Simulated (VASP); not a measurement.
GaSb: band-structure run (part 2 of 2)

Continued. System: GaSb (2 atoms in the cell). Method: Kohn-Sham DFT of a periodic cell, PBE, spin-orbit coupling, VASP PAW PBE potentials, recommended (VASP 6.6.1); cutoff 520 eV, 12×12×12 k-mesh, Gaussian smearing of 0.1 eV, non-collinear spins. The structure derives from an entry of the Crystallography Open Database.

Geometry of the input (Å; fractional positions):
```
0.0000  3.0590  3.0590
3.0590  0.0000  3.0590
3.0590  3.0590  0.0000
Ga 0.0000  0.0000  0.0000
Sb 0.2500  0.2500  0.2500
```

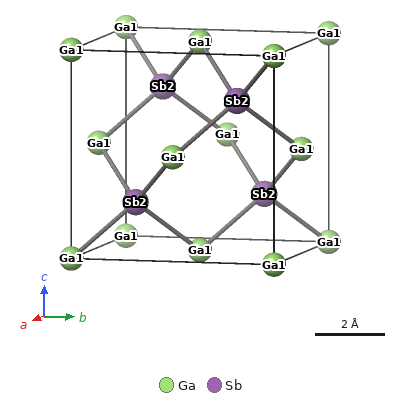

*The input geometry (ball-and-stick view of the cell 4 times as large as that of the calculation, set on its symmetry axes, seen slightly off an axis; atoms are numbered from 1 in the order of the input).*

Parts of OUTCAR, continued
```
 Free energy of the ion-electron system (eV)
  ---------------------------------------------------
  ext. energy  EPLUGINS =         0.00000000
  ---------------------------------------------------
  free energy    TOTEN  =        -7.41992138 eV

  energy without entropy =       -7.41981314  energy(sigma->0) =       -7.41986726

 E-fermi :   5.1048     XC(G=0):  -9.0889     alpha+bet :-10.0843

 val. band max:        5.0926249797   @ k =   0.0000   0.0000   0.0000
 cond. band min:       5.2754104145   @ k =   0.5000   0.0000   0.0000
 fundamental gap:      0.1827854347
 Fermi energy:         5.1048047859

 k-point     1 :       0.0000    0.0000    0.0000
  band No.  band energies     occupation
      1     -10.4198      1.00000
      2     -10.4198      1.00000
      3     -10.4198      1.00000
      4     -10.4198      1.00000
      5      -9.9839      1.00000
      6      -9.9839      1.00000
      7      -9.9499      1.00000
      8      -9.9499      1.00000
      9      -9.9499      1.00000
     10      -9.9499      1.00000
     11      -6.6025      1.00000
     12      -6.6025      1.00000
     13       4.4010      1.00000
     14       4.4010      1.00000
     15       4.9094      0.99714
     16       4.9094      0.99714
     17       5.0926      0.56838
     18       5.0926      0.56838
     19       5.0926      0.56838
     20       5.0926      0.56838
     21       7.5075      0.00000
     22       7.5075      0.00000
     23       7.7144      0.00000
     24       7.7144      0.00000
     25       7.7144      0.00000
     26       7.7144      0.00000
     27      10.6741      0.00000
     28      10.6741      0.00000
     29      13.4599      0.00000
     30      13.4599      0.00000

 k-point     2 :       0.0833    0.0000    0.0000
  band No.  band energies     occupation
      1     -10.4206      1.00000
      2     -10.4201      1.00000
      3     -10.4201      1.00000
      4     -10.4186      1.00000
      5      -9.9839      1.00000
      6      -9.9839      1.00000
      7      -9.9507      1.00000
      8      -9.9507      1.00000
      9      -9.9504      1.00000
     10      -9.9482      1.00000
     11      -6.5310      1.00000
     12      -6.5310      1.00000
     13       3.5150      1.00000
     14       3.5150      1.00000
     15       4.5251      1.00000
     16       4.5251      1.00000
     17       4.9617      0.97854
     18       4.9622      0.97817
     19       5.7946      0.00000
     20       5.7946      0.00000
     21       7.7235      0.00000
     22       7.7235      0.00000
     23       7.8871      0.00000
     24       7.8933      0.00000
     25       7.9288      0.00000
     26       7.9288      0.00000
     27      11.0813      0.00000
     28      11.0813      0.00000
     29      12.9254      0.00000
     30      12.9471      0.00000

 k-point     3 :      -0.0833    0.0000    0.0000
  band No.  band energies     occupation
      1     -10.4206      1.00000
      2     -10.4201      1.00000
      3     -10.4201      1.00000
      4     -10.4186      1.00000
      5      -9.9839      1.00000
      6      -9.9839      1.00000
      7      -9.9507      1.00000
      8      -9.9507      1.00000
      9      -9.9504      1.00000
     10      -9.9482      1.00000
     11      -6.5310      1.00000
     12      -6.5310      1.00000
     13       3.5150      1.00000
     14       3.5150      1.00000
     15       4.5251      1.00000
     16       4.5251      1.00000
     17       4.9617      0.97854
     18       4.9622      0.97817
     19       5.7946      0.00000
     20       5.7946      0.00000
     21       7.7235      0.00000
     22       7.7235      0.00000
     23       7.8871      0.00000
     24       7.8933      0.00000
     25       7.9288      0.00000
     26       7.9288      0.00000
     27      11.0813      0.00000
     28      11.0813      0.00000
     29      12.9250      0.00000
     30      12.9480      0.00000

 k-point     4 :       0.1667    0.0000    0.0000
  band No.  band energies     occupation
      1     -10.4210      1.00000
      2     -10.4210      1.00000
      3     -10.4209      1.00000
      4     -10.4175      1.00000
      5      -9.9839      1.00000
      6      -9.9839      1.00000
      7      -9.9530      1.00000
      8      -9.9530      1.00000
      9      -9.9495      1.00000
     10      -9.9457      1.00000
     11      -6.3206      1.00000
     12      -6.3206      1.00000
     13       2.1472      1.00000
     14       2.1472      1.00000
     15       4.2437      1.00000
     16       4.2438      1.00000
     17       4.6708      1.00000
     18       4.6713      1.00000
     19       5.8879      0.00000
     20       5.8879      0.00000
     21       8.1029      0.00000
     22       8.1029      0.00000
     23       8.2635      0.00000
     24       8.2754      0.00000
     25       8.8327      0.00000
     26       8.8327      0.00000
     27      11.9093      0.00000
     28      11.9093      0.00000
     29      12.4497      0.00000
     30      12.4701      0.00000

 k-point     5 :      -0.1667    0.0000    0.0000
  band No.  band energies     occupation
      1     -10.4210      1.00000
      2     -10.4210      1.00000
      3     -10.4209      1.00000
      4     -10.4175      1.00000
      5      -9.9839      1.00000
      6      -9.9839      1.00000
      7      -9.9530      1.00000
      8      -9.9530      1.00000
      9      -9.9495      1.00000
     10      -9.9457      1.00000
     11      -6.3206      1.00000
     12      -6.3206      1.00000
     13       2.1472      1.00000
     14       2.1472      1.00000
     15       4.2437      1.00000
     16       4.2437      1.00000
     17       4.6708      1.00000
     18       4.6713      1.00000
     19       5.8879      0.00000
     20       5.8879      0.00000
     21       8.1029      0.00000
     22       8.1029      0.00000
     23       8.2635      0.00000
     24       8.2754      0.00000
     25       8.8327      0.00000
     26       8.8327      0.00000
     27      11.9093      0.00000
     28      11.9093      0.00000
     29      12.4496      0.00000
     30      12.4701      0.00000

 [... the levels of 18 k-points are left out ...]

 k-point    24 :      -0.4167    0.0833    0.0000
  band No.  band energies     occupation
      1     -10.4302      1.00000
      2     -10.4232      1.00000
      3     -10.4161      1.00000
      4     -10.4156      1.00000
      5      -9.9909      1.00000
      6      -9.9764      1.00000
      7      -9.9631      1.00000
      8      -9.9589      1.00000
      9      -9.9420      1.00000
     10      -9.9406      1.00000
     11      -5.0097      1.00000
     12      -5.0080      1.00000
     13      -1.3466      1.00000
     14      -1.3195      1.00000
     15       2.9389      1.00000
     16       3.0813      1.00000
     17       3.7080      1.00000
     18       3.7406      1.00000
     19       5.8517      0.00000
     20       5.9493      0.00000
     21       8.5445      0.00000
     22       8.5572      0.00000
     23       8.7850      0.00000
     24       8.7903      0.00000
     25      11.6338      0.00000
     26      11.6843      0.00000
     27      13.1140      0.00000
     28      13.1394      0.00000
     29      13.6559      0.00000
     30      13.6869      0.00000

 [... further k-points ...]

------------------------ aborting loop because EDIFF is reached ----------------------------------------

  FORCE on cell =-STRESS in cart. coord.  units (eV):
  Direction    XX          YY          ZZ          XY          YZ          ZX
  --------------------------------------------------------------------------------------
  -------------------------------------------------------------------------------------
  Total        0.8747754      0.8747754      0.8747754     -0.0000000      0.0000000     -0.0000000
  in kB       24.4815385     24.4815385     24.4815385     -0.0000000      0.0000000     -0.0000000
  external PRESSURE =      24.4815385 kB  Pullay stress =       0.0000000 kB

 VOLUME and BASIS-vectors are now :
 -----------------------------------------------------------------------------
  energy-cutoff  :      520.00
  volume of cell :       57.25
      direct lattice vectors                 reciprocal lattice vectors
     0.000000000  3.059000000  3.059000000    -0.163452109  0.163452109  0.163452109
     3.059000000  0.000000000  3.059000000     0.163452109 -0.163452109  0.163452109
     3.059000000  3.059000000  0.000000000     0.163452109  0.163452109 -0.163452109

 POSITION                                       TOTAL-FORCE (eV/Angst)
 -----------------------------------------------------------------------------------
      0.00000      0.00000      0.00000         0.000000     -0.000000     -0.000000
      1.52950      1.52950      1.52950        -0.000000      0.000000      0.000000
 -----------------------------------------------------------------------------------
    total drift:                                0.000000      0.000000      0.000000

  FREE ENERGIE OF THE ION-ELECTRON SYSTEM (eV)
  ---------------------------------------------------
  free  energy   TOTEN  =        -7.4199213762 eV

  energy  without entropy=       -7.4198131401  energy(sigma->0) =       -7.41986726

 Spin-Orbit-Coupling matrix elements

 Ion:    1  E_soc:     -0.0126986
 l=   1
     0.0000000    -0.0013028    -0.0013028
    -0.0013028     0.0000000    -0.0013028
    -0.0013028    -0.0013028     0.0000000
 l=   2
     0.0000000    -0.0001531     0.0000000    -0.0001531    -0.0006605
    -0.0001531     0.0000000    -0.0004954    -0.0001531    -0.0001651
     0.0000000    -0.0004954     0.0000000    -0.0004954     0.0000000
    -0.0001531    -0.0001531    -0.0004954     0.0000000    -0.0001651
    -0.0006605    -0.0001651     0.0000000    -0.0001651     0.0000000
 l=   3
     0.0000000     0.0000000     0.0000000     0.0000000     0.0000000     0.0000000     0.0000000
     0.0000000     0.0000000     0.0000000     0.0000000     0.0000000     0.0000000     0.0000000
     0.0000000     0.0000000     0.0000000     0.0000000     0.0000000     0.0000000     0.0000000
     0.0000000     0.0000000     0.0000000     0.0000000     0.0000000     0.0000000     0.0000000
     0.0000000     0.0000000     0.0000000     0.0000000     0.0000000     0.0000000     0.0000000
     0.0000000     0.0000000     0.0000000     0.0000000     0.0000000     0.0000000     0.0000000
     0.0000000     0.0000000     0.0000000     0.0000000     0.0000000     0.0000000     0.0000000

 Ion:    2  E_soc:     -0.1235569
 l=   1
     0.0000000    -0.0204477    -0.0204477
    -0.0204477     0.0000000    -0.0204477
    -0.0204477    -0.0204477     0.0000000
 l=   2
     0.0000000    -0.0000559     0.0000000    -0.0000559    -0.0000892
    -0.0000559     0.0000000    -0.0000669    -0.0000559    -0.0000223
     0.0000000    -0.0000669     0.0000000    -0.0000669     0.0000000
    -0.0000559    -0.0000559    -0.0000669     0.0000000    -0.0000223
    -0.0000892    -0.0000223     0.0000000    -0.0000223     0.0000000
 l=   3
     0.0000000     0.0000000     0.0000000     0.0000000     0.0000000     0.0000000     0.0000000
     0.0000000     0.0000000     0.0000000     0.0000000     0.0000000     0.0000000     0.0000000
     0.0000000     0.0000000     0.0000000     0.0000000     0.0000000     0.0000000     0.0000000
     0.0000000     0.0000000     0.0000000     0.0000000     0.0000000     0.0000000     0.0000000
     0.0000000     0.0000000     0.0000000     0.0000000     0.0000000     0.0000000     0.0000000
     0.0000000     0.0000000     0.0000000     0.0000000     0.0000000     0.0000000     0.0000000
     0.0000000     0.0000000     0.0000000     0.0000000     0.0000000     0.0000000     0.0000000

 total charge

# of ion       s       p       d       tot
------------------------------------------
    1        0.911   0.764   9.962  11.637
    2        1.129   1.342   0.028   2.499
--------------------------------------------------
tot          2.040   2.107   9.990  14.137

 magnetization (x)

# of ion       s       p       d       tot
------------------------------------------
    1        0.000   0.000   0.000   0.000
    2       -0.000  -0.000   0.000  -0.000
--------------------------------------------------
tot          0.000   0.000   0.000   0.000

 magnetization (y)

# of ion       s       p       d       tot
------------------------------------------
    1        0.000  -0.000   0.000   0.000
    2       -0.000  -0.000   0.000  -0.000
--------------------------------------------------
tot          0.000  -0.000   0.000  -0.000

 magnetization (z)

# of ion       s       p       d       tot
------------------------------------------
    1       -0.000   0.000   0.000  -0.000
    2       -0.000  -0.000  -0.000  -0.000
--------------------------------------------------
tot         -0.000  -0.000  -0.000  -0.000
```

CONTCAR
```
GaSb
   1.00000000000000
     0.0000000000000000    3.0590000000000002    3.0590000000000002
     3.0590000000000002    0.0000000000000000    3.0590000000000002
     3.0590000000000002    3.0590000000000002    0.0000000000000000
  Ga              Sb
     1     1
Direct
     0.0000000000000000    0.0000000000000000    0.0000000000000000
     0.2500000000000000    0.2500000000000000    0.2500000000000000

  0.00000000E+00  0.00000000E+00  0.00000000E+00
  0.00000000E+00  0.00000000E+00  0.00000000E+00
```
